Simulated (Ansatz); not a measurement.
# Energy of W along an even scaling of the cell

System: W (Im-3m, 1 atom in the cell).
Method: Kohn-Sham DFT of a periodic cell, PBE, Ansatz PAW, no spin polarisation (Ansatz 0.2.0).

The 5 runs differ only in the geometry, by an even scaling of the cell at fixed fractional positions. The structure derives from an entry of the Crystallography Open Database.

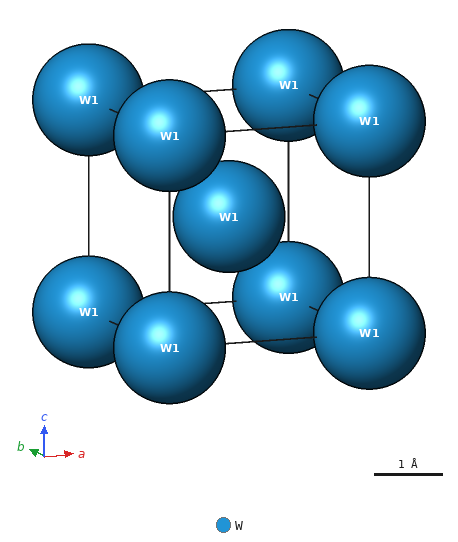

Figure 1. The structure of run 3 (spheres-only view of the cell 2 times as large as that of the calculation, set on its symmetry axes, seen slightly off an axis; atoms are numbered from 1 in the order of the input).

**Input of run 3**
```yaml
crystal:
  lattice:
    - [-1.5928244114, 1.5928244114, 1.5928244114]
    - [1.5928244114, -1.5928244114, 1.5928244114]
    - [1.5928244114, 1.5928244114, -1.5928244114]
  atoms:
    - { symbol: W, position: [0.0, 0.0, 0.0] }
hamiltonian:
  xc: pbe
  pseudopotentials: { kind: paw }
kpoints:
  mp_grid: { grid: [12, 12, 12] }
scf:
  occupations: { method: fermi_dirac, width: 0.05 }
output:
  forces: true
  stress: true
  eigenvalues: true
```

Command:
```bash
ansatz run input.yaml --threads 1 --pin off --max-ram 2560MiB --backend cpu --events-out ev --progress --plain --runs-dir out
```

Lattice vectors (Å) and fractional positions of run 3:
```
  -1.592824    1.592824    1.592824
   1.592824   -1.592824    1.592824
   1.592824    1.592824   -1.592824
W   0.000000  0.000000  0.000000
```

Run 4 differs from it as follows:
```diff
-    - [-1.5928244114, 1.5928244114, 1.5928244114]
-    - [1.5928244114, -1.5928244114, 1.5928244114]
-    - [1.5928244114, 1.5928244114, -1.5928244114]
+    - [-1.6031677168, 1.6031677168, 1.6031677168]
+    - [1.6031677168, -1.6031677168, 1.6031677168]
+    - [1.6031677168, 1.6031677168, -1.6031677168]
```

**Results, with one run withheld**

```csv
run,volume per atom (Å³),"free energy per atom, from the lowest run given (meV)",pressure (GPa)
1,14.897,103.31,28.25
2,15.531,23.49,12.60
3,16.165,0.00,−0.33
4,16.482,?,?
5,16.798,23.10,−11.01
```

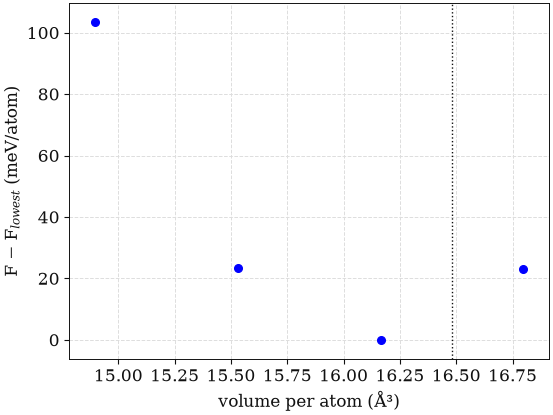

Figure 2. Free energy per atom of the runs given; the dotted line marks run 4.

What should run 4 give?

A quadratic polynomial in V^(−2/3) (the Birch–Murnaghan form), fitted to the 4 runs given, misses them by at most 0.07 meV per atom. With x = V^(−2/3) − 0.15867 Å⁻², it reads F = 6.3491 + 5908.6 x + 1.3858e+06 x² (meV per atom). At run 4 it gives 6.36 meV per atom, and the run itself gives 6.27. The slope of the fit gives a pressure −dF/dV of −5.92 GPa there, and the run prints −5.93 GPa. The fit has its minimum at 16.146 Å³ per atom, where V d²F/dV² gives 300 GPa: the bulk modulus at this level, since symmetry fixes the shape and the positions.

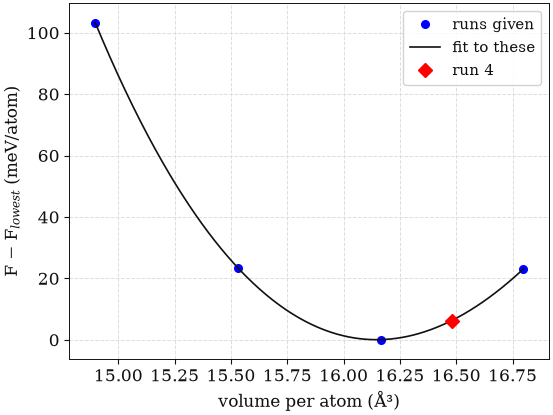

Figure 3. The fit and the withheld run.

**Output, shortened to warnings, some set-up lines, iterations and results (run 4)**
```
Basis set: ecut = 420 eV, 321 PW (Γ), exchange–correlation on 40×40×40 points (8 copies of the dense FFT grid, shifted against one another)
Symmetry: 48 space group operations
k-points: 72 of 1728
Initial density: superposition of atomic densities (neutral atoms: chi_scale 0, normalization atom), corrected by the library's trained network
[...]
SCF iter   1: F=—  HF=-10384.819498 eV  |F-HF|=—  |Δ(HF+E_count)|=         —  Δρ=1.55e-3  dr2=9.13e-5  ethr=1.77e-3  ⟨swp⟩=5.1  Hψ=4215  notcnv=0
SCF iter   2: F=—  HF=-10384.819304 eV  |F-HF|=—  |Δ(HF+E_count)|=   1.94e-4  Δρ=8.55e-4  dr2=3.15e-5  ethr=6.52e-7  ⟨swp⟩=2.1  Hψ=1807  notcnv=0
SCF iter   3: F=—  HF=-10384.819337 eV  |F-HF|=—  |Δ(HF+E_count)|=   3.33e-5  Δρ=3.21e-4  dr2=1.47e-5  ethr=2.25e-7  ⟨swp⟩=2.0  Hψ=1280  notcnv=0
SCF iter   4: F=—  HF=-10384.819331 eV  |F-HF|=—  |Δ(HF+E_count)|=   6.22e-6  Δρ=1.14e-4  dr2=1.57e-6  ethr=1.05e-7  ⟨swp⟩=2.9  Hψ=1240  notcnv=0
SCF iter   5: F=-10384.819330 eV  HF=-10384.819330 eV  |F-HF|=2.80e-9  |Δ(HF+E_count)|=   7.53e-7  Δρ=7.89e-6  dr2=2.39e-9  ethr=1.12e-8  ⟨swp⟩=2.1  Hψ=1198  notcnv=0
SCF iter   6: F=-10384.819330 eV  HF=-10384.819330 eV  |F-HF|=6.18e-11  |Δ(HF+E_count)|=   4.01e-9  Δρ=9.56e-7  dr2=8.87e-11  ethr=1.71e-11  ⟨swp⟩=1.9  Hψ=2526  notcnv=0
SCF 1 converged in 6 iterations: F = -10384.819330 eV  dr2 = 8.87e-11
SCF converged after 6 iterations
Free energy (F): -10384.819330 eV
Harris-Foulkes:  -10384.819330 eV  (|F-HF|=6.18e-11)
Internal energy: -10384.815192 eV  (E = F + TS)
E sigma→0 (E₀):  -10384.817261 eV
Entropy (-TS):   -0.004138 eV (-4.138 meV/atom)
Fermi energy:    21.531346 eV
--- Per-component energies (eV) ---
  E_band       = -94.807264
  E_kinetic    = 448.421194
  E_local      = -625.382616  (includes V_loc(G=0)·N_el)
  E_nonlocal   = 0.113267
  E_hartree    = 222.474463
  E_xc         = -266.468333
  E_vxc        = -238.159986  (∫ρ·V_xc dr)
  E_paw        = -8562.281733  (= ΣΔE_a)
  E_vpaw       = -124.747732  (= ΣTr[D̂ρ^β])
  E_aug_tail   = -0.000061  (compensation charges beyond the density's cutoff)
  E_ewald      = -1601.691374
  E_smearing   = -0.004138  (= −TS)
  E_closure    = -0.000000  (closes the sum)
  Σ components = -10384.819330   (vs F -10384.819330, Δ=0.00e0)
--- Forces (eV/Å), atoms counted from 1 ---
  atom   1  W     -0.00000000     0.00000000    -0.00000000
  max |Σ_I F_I| component: 3.29e-32 eV/Å
--- Stress (GPa, compression-positive) ---
       -5.926506      -0.000000       0.000000
       -0.000000      -5.926506      -0.000000
       -0.000000       0.000000      -5.926506
  P = ⅓ Tr σ = -5.9265 GPa (-59.265 kbar)
```

Notes: Spin–orbit coupling is left out, which matters for W.
